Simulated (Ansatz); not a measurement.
# Run report: Ni₃O₄, band-structure calculation (part 1 of 2)

The run: band-structure calculation of Ni₃O₄ (Cmmm, 7 atoms in the cell). Method and program: DFT PBEsol, scalar-relativistic, plane waves, PAW, spin-polarised (Ansatz 0.2.0).

The structure was made by a generator, so it may or may not be a known phase. Figures and captions count atoms from 1; the log counts them from 0 in places.

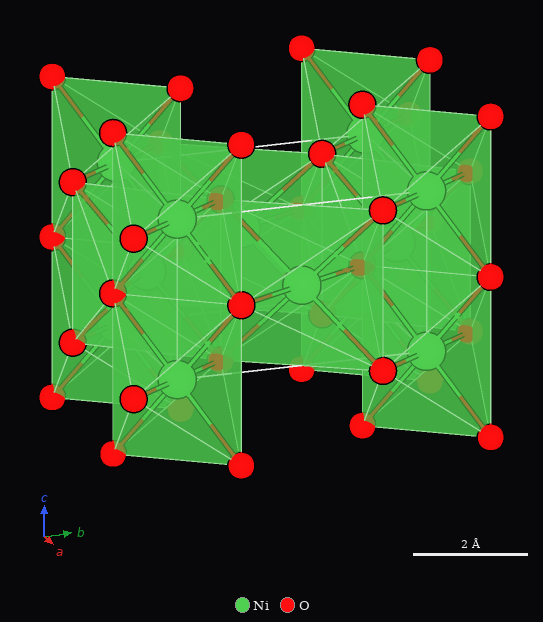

Fig. 1: The structure as given in the input (polyhedral view of the cell of the calculation, seen slightly off an axis; polyhedra are completed across the faces of the cell). An atom can appear more than once, as a periodic image.

**Input file**
```yaml
crystal:
  lattice:
    - [3.004820763, -4.057710218, 0.0]
    - [3.004820763, 4.057710218, 0.0]
    - [0.0, 0.0, 2.8952391029]
  atoms:
    - { symbol: Ni, position: [0.5, 0.0, 0.5], spin: 1.47 }
    - { symbol: Ni, position: [0.0, 0.5, 0.5], spin: 1.47 }
    - { symbol: Ni, position: [0.0, 0.0, 0.0], spin: -0.12 }
    - { symbol: O, position: [0.7931948875, 0.7931948875, 0.5] }
    - { symbol: O, position: [0.2068051125, 0.2068051125, 0.5] }
    - { symbol: O, position: [0.2311481089, 0.7688518911, 0.0], spin: 0.2 }
    - { symbol: O, position: [0.7688518911, 0.2311481089, 0.0], spin: 0.2 }
basis:
  ecutwfc: 420
kpoints:
  mp_grid: { grid: [8, 8, 14] }
  band_path:
    path:
      - [[0.0, 0.0, 0.0], [-0.5, 0.5, 0.0], [-0.38709294, 0.61290706, 0.0]]
      - [[0.38709294, 0.38709294, 0.0], [0.0, 0.0, 0.0], [0.0, 0.0, 0.5], [0.38709294, 0.38709294, 0.5]]
      - [[-0.38709294, 0.61290706, 0.5], [-0.5, 0.5, 0.5], [-0.5, 0.5, 0.0]]
      - [[0.0, 0.0, 0.0], [0.0, 0.5, 0.0], [0.0, 0.5, 0.5], [0.0, 0.0, 0.5], [-0.5, 0.5, 0.5]]
    npoints: 14
hamiltonian:
  xc: pbesol
scf:
  occupations: { method: gaussian, width: 0.1 }
  n_extra_bands: 17
output:
  forces: true
  stress: true
  eigenvalues: true
  populations: true
  dos: { projected: true, de: 0.02, nscf_kmesh: { grid: [10, 10, 17] } }
  bader: true
  write_density: true
  write_potential: true
  elf: true
  volumetric_format: npy
magnetization:
  spin_polarized: true
```

Command:
```bash
ansatz run input.yaml --threads 1 --pin off --max-ram 2560MiB --backend cpu --events-out ev --progress --plain --runs-dir out
```

**The program's output**
```
scf.n_extra_bands = 17 over 39 filled bands (N_el = 78.0): the run solves 56 bands
Engine: ansatz 0.2.0, x86_64-unknown-linux-gnu
Pseudopotentials: kind: paw
Pseudopotential: Ni, paw, valence charge 18, recommended cutoff 420 eV (normal), Ni.paw.azcp
Pseudopotential: O, paw, valence charge 6, recommended cutoff 420 eV (normal), O.paw.azcp
Functional definition: PBEsol
  exchange = pbesol_x
  correlation = pbesol_c
Crystal: 7 atoms, lattice volume = 70.602 Å³
Basis set: ecut = 420 eV, 1379 PW (Γ), exchange–correlation on 72×72×40 points (8 copies of the dense FFT grid, shifted against one another)
Bands: 56, of which v1, the nominal top of the filled ones, is band 39 counted from 1 (38 counted from 0)
Symmetry: 8 space group operations
Space group: Cmmm (ITA 65), of the structure as read, at distance tolerance 4.1e-5 Å
Magnetic group: BNS 65.481 (UNI 579), of the structure as read, at distance tolerance 4.1e-5 Å
k-points: 168 of 896
Non-local potential: Ni, projectors of the file, l = 0: 3, l = 1: 2, l = 2: 3, l = 3: 1
Non-local potential: O, projectors of the file, l = 0: 2, l = 1: 2, l = 2: 1
PAW form: soft (Blöchl's): semilocal exchange-correlation on the pseudo side does not see the compensation charge
PAW frozen core: Ni, regenerated for the run's functional, and the local potential with it (the file was generated under x = pbe(κ = 0.804, μ = 0.2195149727645171), c = pbe(β = 0.06672455060314922))
PAW frozen core: O, regenerated for the run's functional, and the local potential with it (the file was generated under x = pbe(κ = 0.804, μ = 0.2195149727645171), c = pbe(β = 0.06672455060314922))
PAW one-centre angular grid: Ni, 590 points (default); XC on 64 Gauss nodes
PAW one-centre angular grid: O, 110 points (default); XC on 64 Gauss nodes
Initial density: superposition of atomic densities (chi_scale 0.1, normalization cell, long waves kept (reshape's long-wave potential 0.08 eV rms))
Starting moments: Σ|m| = 3.46 μB on 5 of 7 sites
Initial wavefunctions: pseudopotential atomic-orbital guess
Functional: x = pbesol(κ = 0.804, μ = 0.12345679012345678), c = pbesol(β = 0.046)
SCF iter   1: F=—  HF=-19650.076041 eV  |F-HF|=—  |Δ(HF+E_count)|=         —  Δρ=1.48e-1 (↑8.90e-2 ↓1.48e-1)  dr2=2.82e1  dr2_m=9.41e-1  M=2.132 μB ∫|m|=2.290 μB  β_m=0.30  ethr=3.10e-3  ⟨swp⟩=5.3  Hψ=67949  notcnv=0  defer=968
Mixer restart at iter 1: flushing history
preconditioner: auto → Kerker (q_TF=auto, 2.774 Å⁻¹)  [metal: Δε(μ)=0.002 eV  Ē_g=14.958 eV  σ=0.100 eV  W_gap=0.01  n_scr=30 (ndim 8)  ℏωp=32.5 eV  f_vac=0.086  D(μ)=3.94/eV (n_scr^D=36)]
spin=Collinear: Kerker preconditioning applied to the charge; magnetization (m = ρ↑ − ρ↓) channel mixes plain (no charge-response kernel on spin).
SCF iter   2: F=—  HF=-19650.506439 eV  |F-HF|=—  |Δ(HF+E_count)|=   4.30e-1  Δρ=5.79e-2 (↑3.43e-2 ↓5.79e-2)  dr2=4.08e0  dr2_m=2.73e-1  M=2.268 μB ∫|m|=2.519 μB  β_m=0.37  ethr=3.10e-3  ⟨swp⟩=3.2  Hψ=38207  notcnv=0  defer=3866
SCF iter   3: F=—  HF=-19651.678257 eV  |F-HF|=—  |Δ(HF+E_count)|=    1.17e0  Δρ=3.41e-2 (↑1.90e-2 ↓3.41e-2)  dr2=1.54e0  dr2_m=1.18e-1  M=2.213 μB ∫|m|=2.440 μB  β_m=0.50  ethr=3.10e-3  ⟨swp⟩=2.3  Hψ=23931  notcnv=0  defer=3654
SCF iter   4: F=—  HF=-19652.740365 eV  |F-HF|=—  |Δ(HF+E_count)|=    1.06e0  Δρ=1.37e-2 (↑1.37e-2 ↓1.15e-2)  dr2=4.46e-1  dr2_m=1.31e-2  M=2.134 μB ∫|m|=2.363 μB  β_m=0.75  ethr=1.98e-3  ⟨swp⟩=2.0  Hψ=23814  notcnv=0  defer=3657
SCF iter   5: F=—  HF=-19652.882804 eV  |F-HF|=—  |Δ(HF+E_count)|=   1.42e-1  Δρ=6.18e-3 (↑5.77e-3 ↓6.18e-3)  dr2=1.39e-1  dr2_m=5.75e-4  M=2.107 μB ∫|m|=2.338 μB  β_m=0.88  ethr=5.71e-4  ⟨swp⟩=2.2  Hψ=31135  notcnv=0  defer=3559
SCF iter   6: F=—  HF=-19652.884426 eV  |F-HF|=—  |Δ(HF+E_count)|=         —  Δρ=9.30e-3 (↑7.27e-3 ↓9.30e-3)  dr2=1.63e-1  dr2_m=9.50e-4  M=2.081 μB ∫|m|=2.345 μB  β_m=0.88  ethr=1.78e-4  ⟨swp⟩=2.1  Hψ=33327  notcnv=0  defer=3550
Mixer restart at iter 6: flushing history
SCF iter   7: F=—  HF=-19652.952825 eV  |F-HF|=—  |Δ(HF+E_count)|=   6.84e-2  Δρ=2.06e-2 (↑1.71e-2 ↓2.06e-2)  dr2=6.19e-1  dr2_m=3.18e-3  M=2.139 μB ∫|m|=2.333 μB  β_m=0.58  ethr=1.78e-4  ⟨swp⟩=3.0  Hψ=37619  notcnv=0  defer=3430  recentre
SCF iter   8: F=—  HF=-19652.861639 eV  |F-HF|=—  |Δ(HF+E_count)|=   9.12e-2  Δρ=1.79e-3 (↑1.46e-3 ↓1.79e-3)  dr2=2.28e-2  dr2_m=7.52e-5  M=2.094 μB ∫|m|=2.343 μB  β_m=0.79  ethr=1.78e-4  ⟨swp⟩=2.9  Hψ=36258  notcnv=0  defer=3473
SCF iter   9: F=—  HF=-19652.865289 eV  |F-HF|=—  |Δ(HF+E_count)|=   3.65e-3  Δρ=4.11e-3 (↑1.64e-3 ↓4.11e-3)  dr2=1.87e-2  dr2_m=1.65e-3  M=2.061 μB ∫|m|=2.299 μB  β_m=0.63  ethr=2.92e-5  ⟨swp⟩=2.4  Hψ=29243  notcnv=0  defer=3461
SCF iter  10: F=—  HF=-19652.861912 eV  |F-HF|=—  |Δ(HF+E_count)|=   3.38e-3  Δρ=1.39e-3 (↑1.32e-3 ↓1.39e-3)  dr2=3.62e-3  dr2_m=9.89e-5  M=2.069 μB ∫|m|=2.330 μB  β_m=0.61  ethr=2.40e-5  ⟨swp⟩=2.5  Hψ=28737  notcnv=0  defer=3469
SCF iter  11: F=—  HF=-19652.862612 eV  |F-HF|=—  |Δ(HF+E_count)|=   7.00e-4  Δρ=9.10e-4 (↑6.53e-4 ↓9.10e-4)  dr2=1.21e-3  dr2_m=2.53e-5  M=2.064 μB ∫|m|=2.324 μB  β_m=0.72  ethr=4.63e-6  ⟨swp⟩=2.3  Hψ=23715  notcnv=0  defer=3474
SCF iter  12: F=—  HF=-19652.862978 eV  |F-HF|=—  |Δ(HF+E_count)|=   3.66e-4  Δρ=8.53e-4 (↑1.55e-4 ↓8.53e-4)  dr2=5.11e-4  dr2_m=1.29e-4  M=2.069 μB ∫|m|=2.331 μB  β_m=0.86  ethr=1.55e-6  ⟨swp⟩=1.8  Hψ=20960  notcnv=0  defer=3476
SCF iter  13: F=—  HF=-19652.863004 eV  |F-HF|=—  |Δ(HF+E_count)|=   2.51e-5  Δρ=1.34e-4 (↑7.98e-5 ↓1.34e-4)  dr2=2.53e-5  dr2_m=1.38e-6  M=2.072 μB ∫|m|=2.332 μB  β_m=0.89  ethr=6.55e-7  ⟨swp⟩=1.9  Hψ=21331  notcnv=0  defer=3477
SCF iter  14: F=—  HF=-19652.863016 eV  |F-HF|=—  |Δ(HF+E_count)|=   1.25e-5  Δρ=1.08e-4 (↑6.17e-5 ↓1.08e-4)  dr2=1.39e-5  dr2_m=7.17e-7  M=2.073 μB ∫|m|=2.332 μB  β_m=0.94  ethr=3.24e-8  ⟨swp⟩=2.0  Hψ=25854  notcnv=0  defer=3477
SCF iter  15: F=—  HF=-19652.863017 eV  |F-HF|=—  |Δ(HF+E_count)|=   1.23e-6  Δρ=2.96e-5 (↑1.49e-5 ↓2.96e-5)  dr2=6.22e-7  dr2_m=1.55e-7  M=2.074 μB ∫|m|=2.333 μB  β_m=0.97  ethr=1.79e-8  ⟨swp⟩=2.0  Hψ=24036  notcnv=0  defer=3477
SCF iter  16: F=—  HF=-19652.863018 eV  |F-HF|=—  |Δ(HF+E_count)|=   3.98e-7  Δρ=2.78e-5 (↑1.18e-5 ↓2.78e-5)  dr2=5.79e-7  dr2_m=1.27e-7  M=2.075 μB ∫|m|=2.334 μB  β_m=0.99  ethr=7.98e-10  ⟨swp⟩=2.0  Hψ=24571  notcnv=0  defer=3477
SCF iter  17: F=—  HF=-19652.863018 eV  |F-HF|=—  |Δ(HF+E_count)|=   2.33e-8  Δρ=1.22e-5 (↑5.59e-6 ↓1.22e-5)  dr2=6.16e-8  dr2_m=3.70e-8  M=2.075 μB ∫|m|=2.334 μB  β_m=0.99  ethr=7.42e-10  ⟨swp⟩=2.1  Hψ=20994  notcnv=0  defer=3477
SCF iter  18: F=—  HF=-19652.863018 eV  |F-HF|=—  |Δ(HF+E_count)|=   8.47e-9  Δρ=5.96e-6 (↑2.42e-6 ↓5.96e-6)  dr2=1.30e-8  dr2_m=9.86e-9  M=2.075 μB ∫|m|=2.334 μB  β_m=1.00  ethr=7.90e-11  ⟨swp⟩=2.0  Hψ=25734  notcnv=0  defer=3477
SCF iter  19: F=-19652.863018 eV  HF=-19652.863018 eV  |F-HF|=1.98e-8  |Δ(HF+E_count)|=   1.89e-8  Δρ=4.65e-6 (↑1.61e-6 ↓4.65e-6)  dr2=2.10e-8  dr2_m=1.87e-9  M=2.076 μB ∫|m|=2.335 μB  ethr=1.66e-11  ⟨swp⟩=12.7  Hψ=149787  notcnv=0
SCF 1 converged in 19 iterations: F = -19652.863018 eV  dr2 = 2.10e-8
  greatest PAW one-centre occupation: 1.002 electrons in one spin orbital (limit 2), on the Ni atom at site 1 (counted from 0), in its partial waves of l = 1
Symmetry: 4 space group operations
k-points: 272 of 896
Initial density: read from a saved state, or passed on in memory by an earlier SCF of this step, an earlier step, the calling program or the single point that the run made first
Starting moments: Σ|m| = 3.46 μB on 5 of 7 sites; this step starts from the density that it was given
Initial wavefunctions: those read from a saved state, or passed on in memory by an earlier step or the calling program
iter 1 solved again at ethr=2.69e-11 eV; its pass at ethr=1.28e-6 eV (dr2=2.10e-8 eV) is discarded
SCF iter   1: F=—  HF=-19652.863018 eV  |F-HF|=—  |Δ(HF+E_count)|=         —  Δρ=4.65e-6 (↑1.61e-6 ↓4.65e-6)  dr2=2.10e-8  dr2_m=1.87e-9  M=2.076 μB ∫|m|=2.335 μB  ethr=2.69e-11  ⟨swp⟩=1.0  Hψ=118587  notcnv=0
preconditioner: auto → Kerker (q_TF=auto, 2.774 Å⁻¹)  [metal: Δε(μ)=0.004 eV  Ē_g=15.087 eV  σ=0.100 eV  W_gap=0.02  n_scr=30 (ndim 8)  ℏωp=32.5 eV  f_vac=0.124  D(μ)=5.01/eV (n_scr^D=56)]
spin=Collinear: Kerker preconditioning applied to the charge; magnetization (m = ρ↑ − ρ↓) channel mixes plain (no charge-response kernel on spin).
SCF iter   2: F=—  HF=-19652.863018 eV  |F-HF|=—  |Δ(HF+E_count)|=   1.95e-7  Δρ=5.01e-5 (↑2.15e-5 ↓5.01e-5)  dr2=3.18e-6  dr2_m=1.39e-7  M=2.075 μB ∫|m|=2.334 μB  β_m=0.30  ethr=2.69e-11  ⟨swp⟩=1.1  Hψ=104447  notcnv=0
SCF iter   3: F=—  HF=-19652.863018 eV  |F-HF|=—  |Δ(HF+E_count)|=   1.37e-7  Δρ=6.76e-5 (↑4.21e-5 ↓6.76e-5)  dr2=6.50e-6  dr2_m=1.30e-7  M=2.076 μB ∫|m|=2.335 μB  β_m=0.21  ethr=2.69e-11  ⟨swp⟩=1.2  Hψ=87677  notcnv=0
SCF iter   4: F=-19652.863018 eV  HF=-19652.863018 eV  |F-HF|=6.72e-8  |Δ(HF+E_count)|=   3.29e-7  Δρ=5.93e-6 (↑2.68e-6 ↓5.93e-6)  dr2=7.21e-8  dr2_m=2.08e-9  M=2.076 μB ∫|m|=2.335 μB  ethr=2.69e-11  ⟨swp⟩=1.2  Hψ=83027  notcnv=0
SCF 2 converged in 4 iterations: F = -19652.863018 eV  dr2 = 7.21e-8
WARN: an SCF from ferrimagnetic starting moments (-1.47, 1.47, -0.12, 0.00, 0.00, 0.20, 0.20 Bohr magnetons, atom by atom) was not made, by what the run has read of turns of its moments that order reads lower: the deck asks for what bars it, or types moments that do (magnetization.spin_polarized, in the input reference, names some of the keys), or the run goes by scf.lower_state_search: light, the default, which as a rule tries one only behind a close that has lost an order of both signs, or on which an open d or half-filled 4f shell of a PAW file has lost a moment that was set nearer to Hund's than to what is left; or, under a Hubbard U, one that names an f shell that the input leaves bare beside given moments, or a larger moment for a shell of low spin that is given one. standard, with a start from the atoms, tries one behind each close (in a relaxation, ahead of its steps or at their end). To set out from that order, type those moments (crystal.atoms[].spin; where shells were raised to Hund's moment, beside crystal.symmetry.detect: false) under scf.lower_state_search: light. The bands of the close that named these starting moments, or of the one ahead of a search that led to it (under cold or Methfessel-Paxton smearing those of the Gaussian ahead of it) read a cost of -621.87 meV for the turn to them, carried on from a small turn (-621.87 by the pairs of d shells alone)
NSCF: frozen V_eff on 158 k-points
NSCF: frozen V_eff on 279 k-points
SCF converged after 19 iterations
Magnetization: 2.0756 μB (40.0378 up, 37.9622 down)
Absolute magnetization: 2.3353 μB (∫|ρ↑−ρ↓|, with the PAW one-centre terms)
Spin contamination: 0.1041 ħ² per cell (⟨S²⟩ above its minimum at these occupations)
Per-site moments (μB) at R_I (Å): [(0.9098132881482822, 0.8437251480462845), (0.9098132881482816, 0.8437251480462845), (-0.11071955284019636, 0.7737939357677983), (0.03365450518582086, 0.7870231191443753), (0.0336545051858208, 0.7870231191443752), (0.10876528375472984, 0.7737939357677983), (0.10876528375472966, 0.7737939357677983)]
Free energy (F): -19652.863018 eV
Harris-Foulkes:  -19652.863018 eV  (|F-HF|=1.98e-8)
Internal energy: -19652.837957 eV  (E = F + TS)
E sigma→0 (E₀):  -19652.850487 eV
Entropy (-TS):   -0.025061 eV (-3.580 meV/atom)
Fermi energy:    10.879540 eV
```
